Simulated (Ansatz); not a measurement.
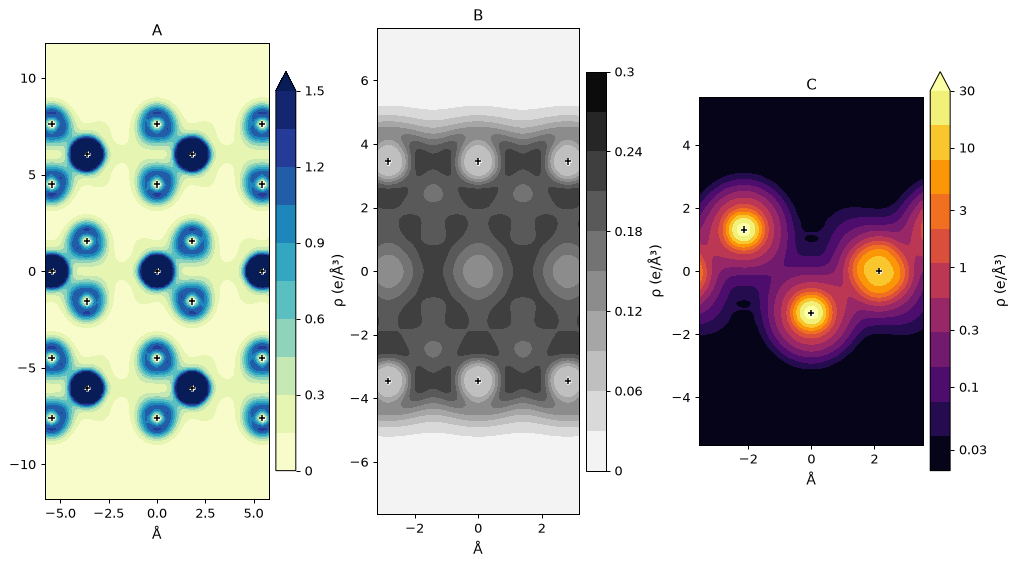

The valence electron density of 3 systems, each on a plane through atoms (crosses mark nuclei in the plane).

Theory: DFT r2SCAN, scalar-relativistic, plane waves, PAW in Ansatz 0.2.0.

System 1: PtSe2 (slab), the (110) plane of the calculation cell, a cut from vacuum to vacuum. 

```xyz
3
Lattice="3.7028 0.0000 0.0000 -1.8514 3.2067 0.0000 0.0000 0.0000 31.1215" Properties=species:S:1:pos:R:3 pbc="T T T"
Se    1.8514    1.0689   14.2424
Pt    0.0000    0.0000   15.5608
Se    0.0000    2.1378   16.8791
```

System 2: MoS2 (slab), the (110) plane of the calculation cell, a cut from vacuum to vacuum. Computed without spin polarisation.

System 3: Al (slab), the (11̄0) plane of the calculation cell, a cut from vacuum to vacuum. 

```
Al
1.0
     2.82277    0.00000    0.00000
    -1.41139    2.44459    0.00000
     0.00000    0.00000   23.91436
Al
4
Direct
  0.66667 0.33333 0.35544
  0.33333 0.66667 0.45181
  0.00000 0.00000 0.54741
  0.66667 0.33333 0.64415
```

Which map belongs to which system?

Panel A is system 2, MoS2: the plane holds S and Mo. Mo–S (2.40 Å): ρ is about 0.62 e/Å³ halfway. Panel B is system 3, Al: the plane holds Al. Al–Al (2.82 Å): ρ at the midpoint is about 0.22 e/Å³. Panel C is system 1, PtSe2: the plane holds Se and Pt. Pt–Se (2.51 Å): the density is about 0.58 e/Å³ at the midpoint.
